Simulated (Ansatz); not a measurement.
**Single-point calculation, with input and output: Cu**

The run: single-point calculation of Cu (P2₁/m, 2 atoms in the cell). Method and program: DFT LDA, scalar-relativistic, plane waves, PAW, PAW set soft_1, no spin polarisation (Ansatz 0.2.0).

The structure derives from a Materials Project entry. Figures and captions count atoms from 1; the log counts them from 0 in places.

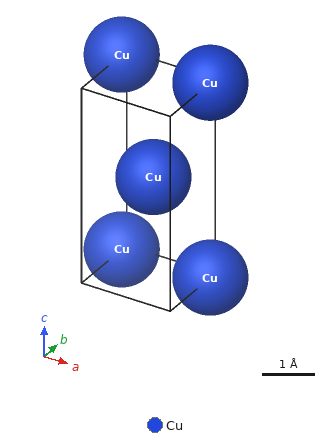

Figure 1. The structure (spheres-only view of the cell of the calculation, seen slightly off an axis). An atom can appear more than once, as a periodic image.

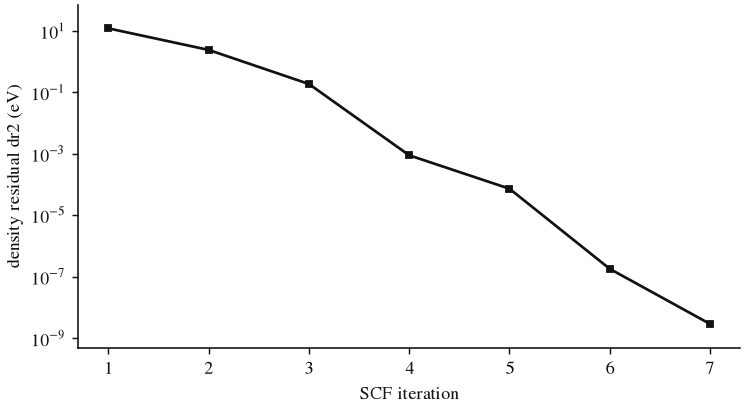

Figure 2. Convergence of the self-consistent field: density residual dr2 against the SCF iteration. The residual falls at every step.

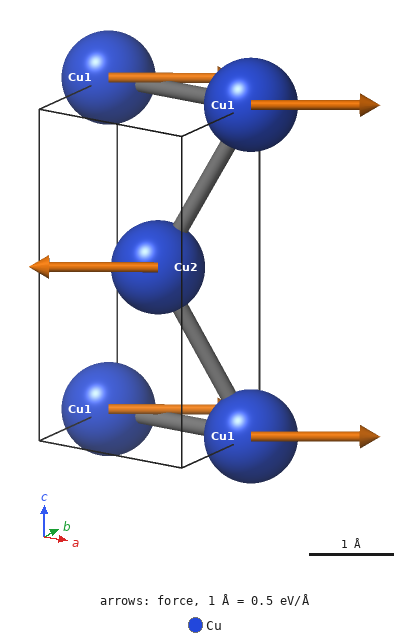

Figure 3. Forces on the atoms as orange arrows (ball-and-stick view of the cell of the calculation, seen slightly off an axis; atoms are numbered from 1 in the order of the input). The largest act on Cu1, Cu2 (0.77 eV/Å). The geometry is not a stationary point of this energy.

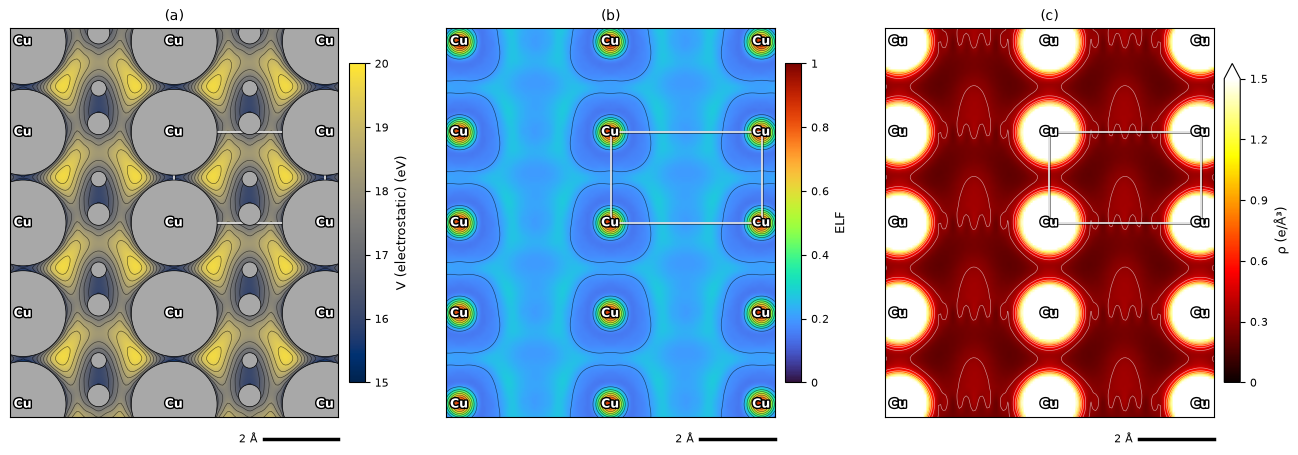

Figure 4. (a) electrostatic potential energy of an electron; (b) ELF; (c) valence charge density (pseudo) on the (100) plane of the conventional cell. Grey discs, where drawn, cover atomic cores. The section cuts through Cu sites. Cu–Cu (2.42 Å): ρ at the midpoint is about 0.34 e/Å³; the ELF is about 0.20 at the midpoint (no shared electron pair). Away from the nuclei the density in this plane falls to 0.19 e/Å³ at its lowest. The strong features right at Cu lie inside the PAW spheres (semicore, d or f shells) and say nothing about bonding. Outside the cores the potential energy rises away from the atoms and is highest about 1.5 Å from the nearest atoms; outside the discs it spans about 4 eV, and its zero is arbitrary. The fields are those of the smooth PAW valence density.

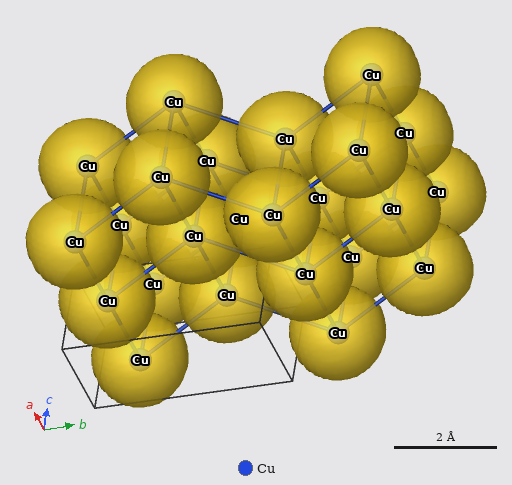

Figure 5. Isosurface of the valence electron density at 0.5 e/Å³ (yellow), seen at an oblique angle. Sticks mark near contacts. The outline is the cell set on symmetry axes. At this value the density breaks into separate islands; it holds about 90 % of the electrons treated as valence (semicore included). It is pinched off along the Cu–Cu (2.31 Å) and Cu–Cu (2.42 Å) contacts. On the grid the lowest density along these lines, outside the cores, is 0.41 e/Å³ (Cu–Cu, 2.31 Å) and 0.34 e/Å³ (Cu–Cu, 2.42 Å).

These pictures come from the run below.

## Input file
```yaml
crystal:
  lattice:
    - [-1.427395735, 1.427395735, 1.3410790631]
    - [1.427395735, -1.427395735, 1.3410790631]
    - [2.85479147, 2.85479147, 0.0]
  atoms:
    - { symbol: Cu, position: [-0.002293479, -0.1058284088, 0.0] }
    - { symbol: Cu, position: [0.502293479, 0.6058284088, 0.5] }
basis:
  ecutwfc: 520.0
kpoints:
  mp_grid: { grid: [20, 20, 12] }
hamiltonian:
  xc: lda
  pseudopotentials: { kind: paw, azcp: { folder: soft_1 } }
scf:
  occupations: { method: gaussian, width: 0.15 }
output:
  forces: true
  stress: true
  eigenvalues: true
  write_density: true
  write_potential: true
  elf: true
  volumetric_format: npy
```

Launched with:
```bash
ansatz run input.yaml --threads 2 --pin off --max-ram 4096MiB --backend cpu --events-out ev --progress --plain --runs-dir out
```

## Output
```
Warning: [file] the record states the generating functional pbe (its physics header spells it `PBE`), which answers neither for hamiltonian.xc's functional nor for the lda family's — results may be inconsistent (PPs are generated against a specific XC)
Engine: ansatz 0.2.0, aarch64-unknown-linux-gnu
Pseudopotentials: kind: paw
Pseudopotential: Cu, paw, valence charge 19, recommended cutoff 420 eV (normal), [file]
Functional definition: SPW92
  exchange = slater_x
  correlation = pw_c
Crystal: 2 atoms, lattice volume = 21.859 Å³
Basis set: ecut = 520 eV, 605 PW (Γ)
Bands: 23, of which v1, the nominal top of the filled ones, is band 19 counted from 1 (18 counted from 0)
Symmetry: 4 space group operations
Space group: P21/m (ITA 11), of the structure as read, at distance tolerance 2.8e-5 Å
k-points: 1414 of 4800
Non-local potential: Cu, projectors of the file, l = 0: 3, l = 1: 2, l = 2: 3, l = 3: 1
PAW form: soft (Blöchl's): semilocal exchange-correlation on the pseudo side does not see the compensation charge
PAW frozen core: Cu, regenerated for the run's functional, and the local potential with it (the file was generated under x = pbe(κ = 0.804, μ = 0.2195149727645171), c = pbe(β = 0.06672455060314922))
PAW one-centre angular grid: Cu, 590 points (default); XC on 64 Gauss nodes
Initial density: superposition of atomic densities (chi_scale 0.1, normalization cell)
Initial wavefunctions: pseudopotential atomic-orbital guess
Functional: x = slater, c = lda
SCF iter   1: F=—  HF=-13113.589688 eV  |F-HF|=—  |Δ(HF+E_count)|=         —  Δρ=3.06e-1  dr2=1.18e1  ethr=3.10e-3  ⟨swp⟩=4.5  Hψ=116261  notcnv=0
preconditioner: auto → none  [metal: Δε(μ)=0.004 eV  Ē_g=10.403 eV  σ=0.150 eV  W_gap=0.02  n_scr=6 (ndim 8)  ℏωp=37.3 eV  f_vac=0.000  D(μ)=0.86/eV (n_scr^D=2)  sad-step TF]
SCF iter   2: F=—  HF=-13111.807313 eV  |F-HF|=—  |Δ(HF+E_count)|=    1.78e0  Δρ=1.29e-1  dr2=2.35e0  ethr=3.10e-3  ⟨swp⟩=2.1  Hψ=65140  notcnv=0  defer=173
SCF iter   3: F=—  HF=-13111.307600 eV  |F-HF|=—  |Δ(HF+E_count)|=   5.00e-1  Δρ=3.50e-2  dr2=1.83e-1  ethr=3.10e-3  ⟨swp⟩=2.1  Hψ=49445  notcnv=0  defer=174
SCF iter   4: F=—  HF=-13111.270188 eV  |F-HF|=—  |Δ(HF+E_count)|=   3.74e-2  Δρ=3.81e-3  dr2=8.80e-4  ethr=4.80e-4  ⟨swp⟩=2.0  Hψ=47837  notcnv=0  defer=175
SCF iter   5: F=—  HF=-13111.273961 eV  |F-HF|=—  |Δ(HF+E_count)|=   3.77e-3  Δρ=7.61e-4  dr2=7.21e-5  ethr=2.32e-6  ⟨swp⟩=2.0  Hψ=65495  notcnv=0  defer=175
SCF iter   6: F=—  HF=-13111.273943 eV  |F-HF|=—  |Δ(HF+E_count)|=   1.83e-5  Δρ=4.14e-5  dr2=1.79e-7  ethr=1.90e-7  ⟨swp⟩=2.0  Hψ=46665  notcnv=0  defer=175
SCF iter   7: F=-13111.273943 eV  HF=-13111.273943 eV  |F-HF|=6.24e-10  |Δ(HF+E_count)|=   9.99e-8  Δρ=5.89e-6  dr2=2.89e-9  ethr=2.63e-10  ⟨swp⟩=8.8  Hψ=252634  notcnv=0
SCF 1 converged in 7 iterations: F = -13111.273943 eV  dr2 = 2.89e-9
  Residual-converged pass: ⟨swp⟩=1.0  Hψ=38197  notcnv=0  max |occ|·‖R‖ = 7.1e-9 eV (tolerance 1.0e-8 eV)  dr2=2.89e-9  dr2_onsite=6.89e-9  max |Δocc| = 1.4e-10
  greatest PAW one-centre occupation: 1.000 electrons in one spin orbital (limit 2), on the Cu atom at site 1 (counted from 0), in its partial waves of l = 0
SCF converged after 7 iterations
Free energy (F): -13111.273943 eV
Harris-Foulkes:  -13111.273943 eV  (|F-HF|=6.24e-10)
Internal energy: -13111.266187 eV  (E = F + TS)
E sigma→0 (E₀):  -13111.270065 eV
Entropy (-TS):   -0.007757 eV (-3.878 meV/atom)
Fermi energy:    17.596750 eV
--- Per-component energies (eV) ---
  E_band       = -688.691989
  E_kinetic    = 528.813706
  E_local      = -8748.705654  (includes V_loc(G=0)·N_el)
  E_nonlocal   = 1786.560234
  E_hartree    = 3705.416182
  E_xc         = -139.267666
  E_vxc        = -180.549171  (∫ρ·V_xc dr)
  E_paw        = -3491.382405  (= ΣΔE_a)
  E_vpaw       = -1485.650244  (= ΣTr[D̂ρ^β])
  E_aug_tail   = 0.000669  (compensation charges beyond the density's cutoff)
  E_ewald      = -6753.600573
  E_core_change = 0.899322  (= ΣΔE_core)
  E_smearing   = -0.007757  (= −TS)
  E_closure    = 0.000000  (closes the sum)
  Σ components = -13111.273943   (vs F -13111.273943, Δ=0.00e0)
--- Forces (eV/Å), atoms counted from 1 ---
  atom   1  Cu    -0.11334595     0.11334595     0.75698808
  atom   2  Cu     0.11334595    -0.11334595    -0.75698808
  max |Σ_I F_I| component: 1.11e-16 eV/Å
--- Stress (GPa, compression-positive) ---
        5.078412       1.616459      -1.881749
        1.616459       5.078412       1.881749
       -1.881748       1.881748      -2.743693
  P = ⅓ Tr σ = 2.4710 GPa (24.710 kbar)
--- Band table (eV; the first three rows and the last of 1414) ---
  k-point 0: bands = ["-94.3602", "-94.3342", "-52.2634", "-52.1328", "-52.0969", "-52.0825", "-52.0781", "-52.0754", "7.5943", "12.0595", "13.7779", "13.9311", "14.3186", "14.5343", "15.0111", "15.1113", "15.3960", "15.4266", "15.9796", "16.4770", "21.8980", "37.0275", "38.6587"]
  k-point 1: bands = ["-94.3598", "-94.3346", "-52.2605", "-52.1329", "-52.0973", "-52.0854", "-52.0774", "-52.0754", "7.6625", "12.0233", "13.7761", "13.9224", "14.3030", "14.5561", "14.9886", "15.0844", "15.4201", "15.4533", "15.9608", "16.1709", "22.3760", "37.1151", "38.6872"]
  k-point 2: bands = ["-94.3585", "-94.3359", "-52.2523", "-52.1339", "-52.0983", "-52.0922", "-52.0768", "-52.0756", "7.8656", "11.8951", "13.7747", "13.8982", "14.2584", "14.5966", "14.9342", "15.0239", "15.4543", "15.5123", "15.5582", "15.9048", "23.5662", "37.3731", "38.7743"]
  k-point 1413: bands = ["-94.3267", "-94.3267", "-52.2488", "-52.2488", "-52.1649", "-52.1649", "-52.1225", "-52.1225", "12.5365", "12.5365", "13.2755", "13.2755", "14.5707", "14.5707", "15.5616", "15.5616", "16.0898", "16.0898", "19.6796", "19.6796", "23.5348", "23.5348", "30.6891"]
```

## Results in brief

| quantity | value |
| --- | --- |
| outcome | converged |
| space group (tolerance 0.01 Å) | P2₁/m (11) |
| electrons treated | 38 |
| free energy | −13111.2739 eV |
| Fermi energy | 17.597 eV |
| gap on the k-point mesh | none (metallic) |
| pressure | 2.47 GPa |
| largest force (length of the vector) | 0.774 eV/Å |
| hardware | 2 threads of Arm Neoverse V1, 24 GiB of memory available, shared host |
| wall time | 41 s (CPU time 81 s) |
| peak memory | 0.91 GiB |

## Notes

The program warns: the PAW datasets were made with another functional.
